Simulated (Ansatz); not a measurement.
Rh (Fd-3m, No. 227): the input geometry of an electronic-structure calculation (not necessarily at equilibrium); the starting structure was generated, so it need not be a known form of this composition.

```xyz
8
Lattice="5.6157 0.0000 0.0000 0.0000 5.6157 0.0000 0.0000 0.0000 5.6157" Properties=species:S:1:pos:R:3 pbc="T T T"
Rh    4.2118    4.2118    4.2118
Rh    0.0000    2.8079    0.0000
Rh    4.2118    1.4039    1.4039
Rh    0.0000    0.0000    2.8079
Rh    1.4039    4.2118    1.4039
Rh    2.8079    2.8079    2.8079
Rh    1.4039    1.4039    4.2118
Rh    2.8079    0.0000    0.0000
```

Question: What will a HAADF-like image along [210] show? The image is simulated as a sum over atoms of Z^1.7, blurred by a 0.82 Å probe (no channelling). The probe carries 25 % of its weight in a tail 2.5 times as wide. The display is stretched by a gamma of 0.65; percentages refer to the linear signal.

Answer: The columns repeat on a centred rectangular net of 1.26 × 2.81 Å (plane group c2mm). All columns are alike (Rh). The shortest distance between visible columns is 1.26 Å in projection. Along the beam the structure repeats every 12.56 Å.

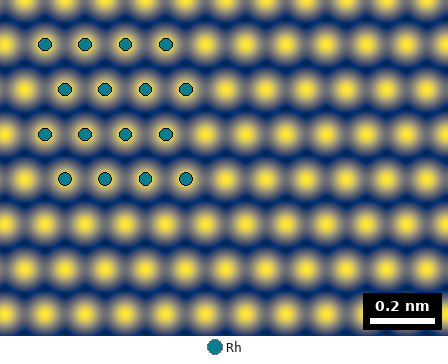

The simulated image, with the columns of the model marked in one corner.
